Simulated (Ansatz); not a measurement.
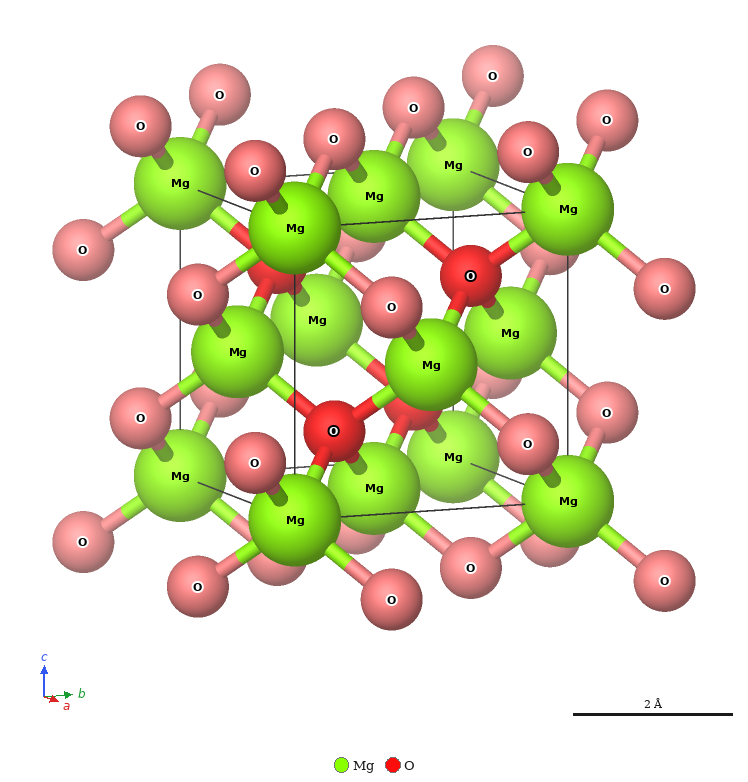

The input geometry (ball-and-stick view of the cell 4 times as large as that of the calculation, set on its symmetry axes, seen slightly off an axis; neighbours outside the cell are drawn fainter). An atom can appear more than once, as a periodic image. Near neighbours in the periodic cell (some may lie outside the picture): Mg has 4 O at 1.62 Å; O has 4 Mg at 1.62 Å.

Band-structure calculation of MgO

System: MgO (2 atoms in the cell).
Method: DFT, r2SCAN, PAW with Ansatz's default frozen-core files, scalar-relativistic, no spin polarisation (Ansatz 0.2.0).

Its volume is 0.55 times that of the source entry. It belongs to a series of runs on one base structure; here: volume scaled by 0.55, PAW files.

### Input file
```yaml
crystal:
  lattice:
    - [0.0, 1.8699114102, 1.8699114102]
    - [1.8699114102, 0.0, 1.8699114102]
    - [1.8699114102, 1.8699114102, 0.0]
  atoms:
    - { symbol: Mg, position: [0.0, 0.0, 0.0] }
    - { symbol: O, position: [0.25, 0.25, 0.25] }
kpoints:
  mp_grid: { grid: [16, 16, 16] }
  band_path:
    path:
      - [0.0, 0.0, 0.0]
      - [-0.5, -0.5, 0.0]
      - [-0.375, -0.375, 0.25]
      - [-0.375, 0.0, 0.375]
      - [0.0, 0.0, 0.0]
      - [0.0, 0.0, 0.5]
      - [-0.5, -0.25, 0.25]
      - [-0.5, -0.5, 0.0]
    npoints: 8
scf:
  occupations: { method: fermi_dirac, width: 0.1 }
hamiltonian:
  xc: r2scan
  pseudopotentials: { kind: paw }
output:
  forces: true
  stress: true
  eigenvalues: true
  populations: true
  dos: { projected: true, de: 0.2, e_range: [-14, 8] }
  write_density: true
  write_potential: true
  elf: true
  volumetric_format: npy
```

Hardware: 1 thread of Arm Neoverse V1, 112 GiB of memory available, shared host.

Launch command:
```bash
ansatz run input.yaml --threads 1 --pin off --max-ram 2048MiB --backend cpu --events-out ev --progress --plain --runs-dir out
```

### The program's output
```
Engine: ansatz 0.2.0, aarch64-unknown-linux-gnu
Pseudopotentials: kind: paw
Pseudopotential: Mg, paw, valence charge 10, recommended cutoff 500 eV (meta_gga), Mg.paw.azcp
Pseudopotential: O, paw, valence charge 6, recommended cutoff 500 eV (meta_gga), O.paw.azcp
Functional definition: r2SCAN
  parameter k0 = 0.174
  parameter k1 = 0.065
  parameter a1 = 4.9479
  exchange = r2scan_x(k0 = k0, k1 = k1, a1 = a1)
  correlation = r2scan_c
Crystal: 2 atoms, lattice volume = 13.077 Å³
Basis set: ecut = 500 eV, 331 PW (Γ), exchange–correlation on 80×80×80 points (64 copies of the dense FFT grid, shifted against one another)
Bands: 12, of which v1, the nominal top of the filled ones, is band 8 counted from 1 (7 counted from 0)
Symmetry: 24 space group operations
Space group: F-43m (ITA 216), of the structure as read, at distance tolerance 2.4e-5 Å
k-points: 145 of 4096 (time reversal used)
Non-local potential: Mg, projectors of the file, l = 0: 3, l = 1: 2, l = 2: 1
Non-local potential: O, projectors of the file, l = 0: 2, l = 1: 2, l = 2: 1
PAW form: soft (Blöchl's): semilocal exchange-correlation on the pseudo side does not see the compensation charge
PAW frozen core: Mg, regenerated for the run's functional (the file was generated under x = pbe(κ = 0.804, μ = 0.2195149727645171), c = pbe(β = 0.06672455060314922))
PAW frozen core: O, regenerated for the run's functional (the file was generated under x = pbe(κ = 0.804, μ = 0.2195149727645171), c = pbe(β = 0.06672455060314922))
PAW one-centre angular grid: Mg, 302 points (default); XC on 224 Gauss nodes
PAW one-centre angular grid: O, 302 points (default); XC on 160 Gauss nodes
Initial density: superposition of atomic densities (neutral atoms: chi_scale 0, normalization atom), corrected by the library's trained network
Initial wavefunctions: pseudopotential atomic-orbital guess
Functional: x = r2scan, c = r2scan; τ floored in thin density (d = 2e-4 eV/Å³)
SCF iter   1: F=—  HF=-2492.933971 eV  |F-HF|=—  |Δ(HF+E_count)|=         —  Δρ=1.92e-2  dr2=2.18e-2  dr2_τ=2.51e-1  ethr=1.77e-3  ⟨swp⟩=5.1  Hψ=10619  notcnv=0
preconditioner: auto → none  [insulator: Δε(μ)=8.205 eV  Ē_g=38.112 eV  σ=0.100 eV  W_gap=1.00  n_scr=0 (ndim 8)  ℏωp=38.4 eV  f_vac=0.000  D(μ)=0.00/eV (n_scr^D=0)  ε∞_Penn≈2.0]
SCF iter   2: F=—  HF=-2493.028763 eV  |F-HF|=—  |Δ(HF+E_count)|=   9.48e-2  Δρ=7.37e-3  dr2=4.87e-3  dr2_τ=6.15e-4  ethr=1.36e-4  ⟨swp⟩=2.0  Hψ=4639  notcnv=0
SCF iter   3: F=—  HF=-2493.026318 eV  |F-HF|=—  |Δ(HF+E_count)|=   2.44e-3  Δρ=3.35e-3  dr2=4.59e-4  dr2_τ=1.27e-4  ethr=3.05e-5  ⟨swp⟩=2.8  Hψ=2699  notcnv=0
SCF iter   4: F=—  HF=-2493.026010 eV  |F-HF|=—  |Δ(HF+E_count)|=   3.08e-4  Δρ=7.71e-4  dr2=2.58e-5  dr2_τ=4.56e-6  ethr=2.87e-6  ⟨swp⟩=3.0  Hψ=2790  notcnv=0
SCF iter   5: F=—  HF=-2493.026007 eV  |F-HF|=—  |Δ(HF+E_count)|=   3.32e-6  Δρ=1.04e-4  dr2=5.05e-7  dr2_τ=5.60e-8  ethr=1.61e-7  ⟨swp⟩=3.0  Hψ=2899  notcnv=0
SCF iter   6: F=-2493.026008 eV  HF=-2493.026008 eV  |F-HF|=6.57e-9  |Δ(HF+E_count)|=   6.48e-7  Δρ=8.43e-6  dr2=3.44e-9  dr2_τ=6.28e-10  ethr=6.25e-10  ⟨swp⟩=10.1  Hψ=12413  notcnv=0
SCF 1 converged in 6 iterations: F = -2493.026008 eV  dr2 = 3.44e-9
  Residual-converged pass: ⟨swp⟩=1.0  Hψ=2320  notcnv=0  max |occ|·‖R‖ = 7.0e-9 eV (tolerance 1.0e-8 eV)  dr2=3.44e-9  dr2_τ=6.28e-10  dr2_onsite=4.02e-9  max |Δocc| = 7.1e-29
  greatest PAW one-centre occupation: 1.000 electrons in one spin orbital (limit 2), on the Mg atom at site 0 (counted from 0), in its partial waves of l = 1
NSCF: frozen V_eff on 57 k-points
SCF converged after 6 iterations
Free energy (F): -2493.026008 eV
Harris-Foulkes:  -2493.026008 eV  (|F-HF|=6.57e-9)
Internal energy: -2493.026008 eV  (E = F + TS)
E sigma→0 (E₀):  -2493.026008 eV
Fermi energy:    16.097977 eV
--- Per-component energies (eV) ---
  E_band       = -223.509818
  E_kinetic    = 276.531616
  E_local      = -1507.465705  (includes V_loc(G=0)·N_el)
  E_nonlocal   = 146.155530
  E_hartree    = 538.981808
  E_xc         = -108.679597
  E_vxc        = -156.568168  (∫ρ·V_xc dr)
  E_paw        = -452.800681  (= ΣΔE_a)
  E_vpaw       = -69.863040  (= ΣTr[D̂ρ^β])
  E_aug_tail   = 0.001028  (compensation charges beyond the density's cutoff)
  E_vtau       = 9.735328  (kinetic-family band-sum trace: ∫τ·v_τ [+ j·A + Jᵃ·Aᵃ] dr)
  E_ewald      = -1385.691858
  E_core_change = -0.058149  (= ΣΔE_core)
  E_smearing   = -0.000000  (= −TS)
  E_closure    = -0.000000  (closes the sum)
  Σ components = -2493.026008   (vs F -2493.026008, Δ=0.00e0)
--- Forces (eV/Å), atoms counted from 1 ---
  atom   1  Mg     0.00000000    -0.00000000     0.00000000
  atom   2  O     -0.00000000     0.00000000    -0.00000000
  max |Σ_I F_I| component: 4.35e-16 eV/Å
--- Stress (GPa, compression-positive) ---
      247.546315       0.000000      -0.000000
        0.000000     247.546315       0.000000
       -0.000000       0.000000     247.546315
  P = ⅓ Tr σ = 247.5463 GPa (2475.463 kbar)
--- Band table (eV; the first three rows and the last of 145) ---
  k-point 0: bands = ["-60.2221", "-25.2190", "-25.2190", "-25.2190", "-7.4669", "11.6464", "11.6464", "11.6464", "20.7328", "37.1268", "37.1268", "37.1268"]
  k-point 1: bands = ["-60.2199", "-25.2393", "-25.2213", "-25.2213", "-7.3914", "11.3973", "11.6443", "11.6443", "20.9914", "36.5092", "36.7924", "36.7924"]
  k-point 2: bands = ["-60.2136", "-25.2966", "-25.2279", "-25.2279", "-7.1737", "10.7459", "11.6380", "11.6380", "21.6639", "35.1279", "35.8829", "35.8829"]
  k-point 144: bands = ["-60.1450", "-25.6361", "-25.4602", "-25.3826", "-4.5700", "8.4555", "9.6086", "10.3635", "22.1961", "28.6091", "33.8510", "37.4480"]
--- Löwdin populations: 2 sites ---
  site symbol       q [e]
     0     Mg      8.3738
     1      O      7.5187
  spilling = 0.006718 (of n_electrons = 16.000000)
```

### File dos.tsv
```
# E-E_F[eV]	g_bin_mean(E)[states/eV]	N(E)
# format = ansatz-dos/2
# fermi_ev = 16.097977
# fermi_mp_grid = 16 16 16
# fermi_mp_shift = 0 0 0
# g_bin_mean(E): the states in a bin one row spacing wide, centred on E, divided by that spacing. States that the method places at a single energy (under output.dos.method: tetrahedron, those of a tetrahedron whose four corners have one energy) are counted whole in the row whose bin holds that energy (on the edge of two bins, in the lower row). The sum of g_bin_mean over a run of rows, times the row spacing, is the number of states from half a spacing under the first of them to half a spacing over the last (a plain sum, not the trapezoid rule).
-14.000000	0.000000e0	1.000000e1
-13.800000	0.000000e0	1.000000e1
-13.600000	0.000000e0	1.000000e1
-13.400000	0.000000e0	1.000000e1
-13.200000	0.000000e0	1.000000e1
-13.000000	0.000000e0	1.000000e1
-12.800000	0.000000e0	1.000000e1
-12.600000	0.000000e0	1.000000e1
-12.400000	0.000000e0	1.000000e1
-12.200000	0.000000e0	1.000000e1
-12.000000	0.000000e0	1.000000e1
-11.800000	0.000000e0	1.000000e1
-11.600000	0.000000e0	1.000000e1
-11.400000	0.000000e0	1.000000e1
-11.200000	0.000000e0	1.000000e1
-11.000000	0.000000e0	1.000000e1
-10.800000	0.000000e0	1.000000e1
-10.600000	0.000000e0	1.000000e1
-10.400000	0.000000e0	1.000000e1
-10.200000	0.000000e0	1.000000e1
-10.000000	0.000000e0	1.000000e1
-9.800000	0.000000e0	1.000000e1
-9.600000	0.000000e0	1.000000e1
-9.400000	0.000000e0	1.000000e1
-9.200000	7.046919e-2	1.000065e1
-9.000000	2.636686e-1	1.003639e1
-8.800000	4.087192e-1	1.010414e1
-8.600000	7.093960e-1	1.020781e1
-8.400000	1.218078e0	1.039715e1
-8.200000	2.157180e0	1.074009e1
-8.000000	2.088184e0	1.119967e1
-7.800000	1.068161e0	1.151526e1
-7.600000	3.997805e-1	1.164092e1
-7.400000	2.884471e-1	1.170704e1
-7.200000	2.425370e-1	1.175971e1
-7.000000	1.957306e-1	1.180369e1
-6.800000	2.790586e-1	1.184233e1
-6.600000	7.057950e-1	1.193320e1
-6.400000	8.715461e-1	1.210733e1
-6.200000	8.812977e-1	1.227979e1
-6.000000	9.279735e-1	1.246155e1
-5.800000	9.682917e-1	1.265104e1
-5.600000	1.171981e0	1.285788e1
-5.400000	1.538084e0	1.312579e1
-5.200000	2.392382e0	1.349862e1
-5.000000	2.851520e0	1.404493e1
-4.800000	3.238724e0	1.465199e1
-4.600000	3.787106e0	1.536068e1
-4.400000	1.275889e0	1.599703e1
-4.200000	0.000000e0	1.600000e1
-4.000000	0.000000e0	1.600000e1
-3.800000	0.000000e0	1.600000e1
-3.600000	0.000000e0	1.600000e1
-3.400000	0.000000e0	1.600000e1
-3.200000	0.000000e0	1.600000e1
-3.000000	0.000000e0	1.600000e1
-2.800000	0.000000e0	1.600000e1
-2.600000	0.000000e0	1.600000e1
-2.400000	0.000000e0	1.600000e1
-2.200000	0.000000e0	1.600000e1
-2.000000	0.000000e0	1.600000e1
-1.800000	0.000000e0	1.600000e1
-1.600000	0.000000e0	1.600000e1
-1.400000	0.000000e0	1.600000e1
-1.200000	0.000000e0	1.600000e1
-1.000000	0.000000e0	1.600000e1
-0.800000	0.000000e0	1.600000e1
-0.600000	0.000000e0	1.600000e1
-0.400000	0.000000e0	1.600000e1
-0.200000	0.000000e0	1.600000e1
0.000000	0.000000e0	1.600000e1
0.200000	0.000000e0	1.600000e1
0.400000	0.000000e0	1.600000e1
0.600000	0.000000e0	1.600000e1
0.800000	0.000000e0	1.600000e1
1.000000	0.000000e0	1.600000e1
1.200000	0.000000e0	1.600000e1
1.400000	0.000000e0	1.600000e1
1.600000	0.000000e0	1.600000e1
1.800000	0.000000e0	1.600000e1
2.000000	0.000000e0	1.600000e1
2.200000	0.000000e0	1.600000e1
2.400000	0.000000e0	1.600000e1
2.600000	0.000000e0	1.600000e1
2.800000	0.000000e0	1.600000e1
3.000000	0.000000e0	1.600000e1
3.200000	0.000000e0	1.600000e1
3.400000	0.000000e0	1.600000e1
3.600000	0.000000e0	1.600000e1
3.800000	0.000000e0	1.600000e1
4.000000	7.645961e-3	1.600006e1
4.200000	5.363090e-2	1.600646e1
4.400000	7.817339e-2	1.601935e1
4.600000	1.057227e-1	1.603789e1
4.800000	1.333733e-1	1.606139e1
5.000000	1.669728e-1	1.609165e1
5.200000	1.996451e-1	1.612822e1
5.400000	2.345932e-1	1.617160e1
5.600000	2.729859e-1	1.622221e1
5.800000	3.180980e-1	1.628113e1
6.000000	3.803820e-1	1.635012e1
6.200000	4.795407e-1	1.643867e1
6.400000	4.867680e-1	1.653398e1
6.600000	5.118734e-1	1.663474e1
6.800000	5.640010e-1	1.674006e1
7.000000	6.119549e-1	1.686083e1
7.200000	6.035732e-1	1.698242e1
7.400000	5.765592e-1	1.709926e1
7.600000	5.790375e-1	1.721529e1
7.800000	5.675533e-1	1.732966e1
8.000000	5.474026e-1	1.744126e1
```

### File populations.tsv
```
# site	symbol	l	j	q
# orbitals = lowdin
# n_electrons = 16.000000
# spilling = 0.006718
0	Mg	0_2S	-	1.984611
0	Mg	0_3S	-	0.390963
0	Mg	1_2P	-	5.998184
1	O	0_2S	-	1.810367
1	O	1_2P	-	5.708381
```

### File v_z.tsv
```
# z_ang	v_es[eV]	v_tot[eV]
# format = ansatz-planar-average/11
# xc	r2scan
# density_cutoff_ev	2000
# datasets	Mg=:simpson_from_first_knot:soft:shift=0	O=:simpson_from_first_knot:soft:shift=0
# lattice	0.000000000	1.869911410	1.869911410
# lattice	1.869911410	0.000000000	1.869911410
# lattice	1.869911410	1.869911410	0.000000000
# sites	2
# site	12	0.000000000	0.000000000	0.000000000
# site	8	0.934955705	0.934955705	0.934955705
0.000000	-3.832638e0	-1.796079e1
0.132223	-4.968450e0	-2.000414e1
0.264445	-4.863852e0	-2.058415e1
0.396668	-3.731512e0	-1.970235e1
0.528891	-1.848559e0	-1.760702e1
0.661114	4.822311e-1	-1.487715e1
0.793336	2.946730e0	-1.199282e1
0.925559	5.365811e0	-9.147445e0
1.057782	7.638025e0	-6.289995e0
1.190004	9.735968e0	-3.316553e0
1.322227	1.163739e1	-4.404840e-1
1.454450	1.301355e1	2.046748e0
1.586672	1.322702e1	3.578943e0
1.718895	1.237084e1	3.606336e0
1.851118	1.089276e1	2.208426e0
1.983341	8.743590e0	-3.026208e-1
2.115563	6.080309e0	-3.717456e0
2.247786	3.256052e0	-7.671056e0
2.380009	7.212388e-1	-1.133856e1
2.512231	-1.686089e0	-1.479211e1
```

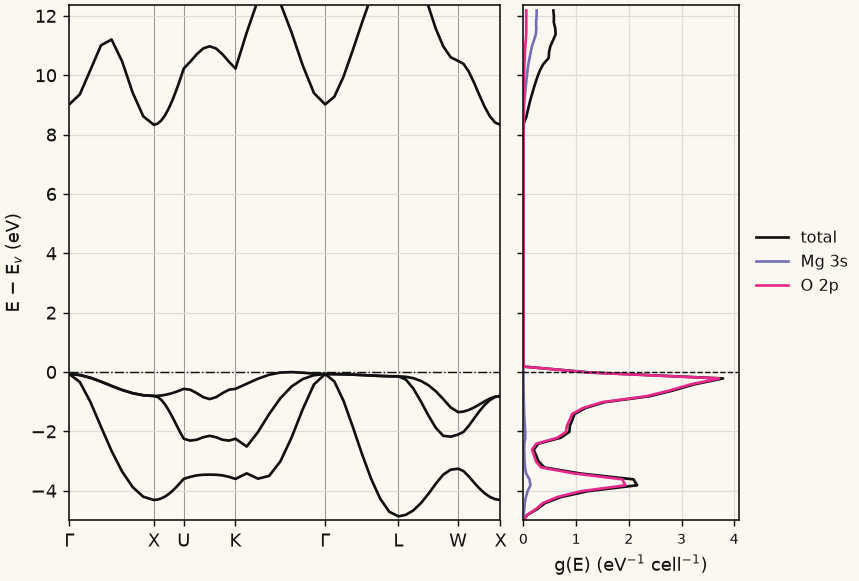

Band structure along Γ–X–U–K–Γ–L–W–X and density of states (projected on Löwdin-orthogonalised atomic shells), with energies from the valence-band top. There is a gap of 8.33 eV on this path, indirect, from between K and Γ to X.

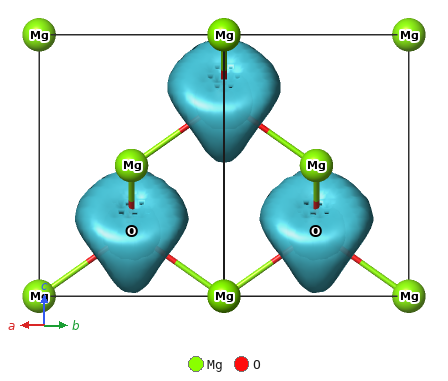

Isosurface of the electron localisation function at 0.75 (cyan), seen along [110]. Only the valence region is drawn (cores and ρ < 0.01 e/Å³ removed). Sticks mark near contacts. The outline is the cell set on symmetry axes. Along the contacts the grid gives the following. Mg–O (1.62 Å): the ELF is about 0.35 at the midpoint. The fields are those of the smooth PAW valence density.

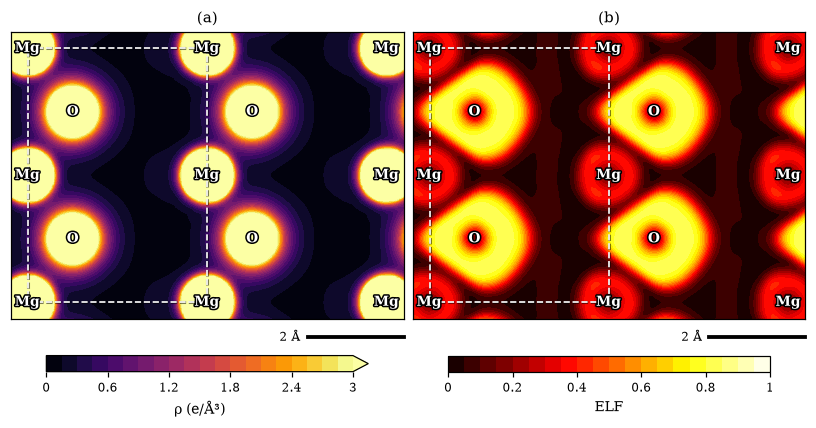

(a) valence pseudo-density; (b) ELF on the (110) plane of the conventional cell. Mg–O (1.62 Å): ρ is about 0.97 e/Å³ halfway; the ELF is about 0.35 at the midpoint. Away from the nuclei the density in this plane falls to 0.07 e/Å³ at its lowest.

### Key numbers

| quantity | value |
| --- | --- |
| outcome | converged |
| space group (tolerance 0.01 Å) | F-43m (216) |
| electrons treated | 16 |
| free energy | −2493.0260 eV |
| Fermi energy | 16.098 eV |
| gap on the k-point mesh | 8.34 eV |
| pressure | 247.55 GPa |
| largest force (length of the vector) | under 0.001 eV/Å |
| wall time | 8.9 s |
| peak memory | 0.32 GiB |

### Notes

The cell is under a pressure of 248 GPa at this level, so it is not at its equilibrium volume.
